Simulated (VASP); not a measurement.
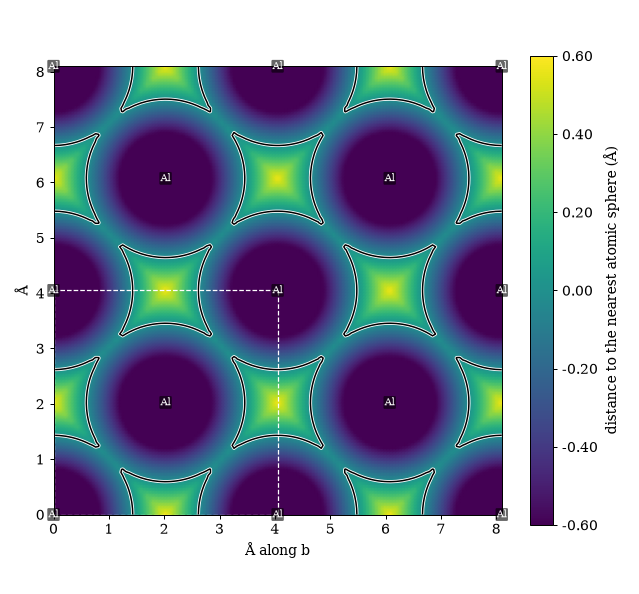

Map of the distance to the nearest atomic sphere in Al (Fm-3m, No. 225), computed on the section x = 0.000 (parallel to b and c; the dashed line is one cell). The black line marks the spheres' surfaces; positive values are empty space; unlabelled circles belong to atoms above or below the section.

Hard-sphere model; touching radii (half the shortest distance): Al 1.43 Å.

The cell is taken from an entry of the Crystallography Open Database, as set up for an electronic-structure calculation.

```
Al
1.0
     4.04961    0.00000    0.00000
     0.00000    4.04961    0.00000
     0.00000    0.00000    4.04961
Al
4
Direct
  0.00000 0.00000 0.00000
  0.00000 0.50000 0.50000
  0.50000 0.00000 0.50000
  0.50000 0.50000 0.00000
```

**Where is the largest hole in this section, and how large is it?**

At 0.000, 0.000, 0.500 (fractional), where the distance reaches 0.59 Å; it is enclosed by 6 Al in an octahedral arrangement. It is the largest hole of the crystal.

**How much of the crystal lies outside the spheres?**

About 26 % of the cell's volume, and 21 % of this section's area.

**What can pass through?**

The largest sphere that fits anywhere has a diameter of 1.19 Å; the largest that can travel through the crystal, about 0.4 Å.
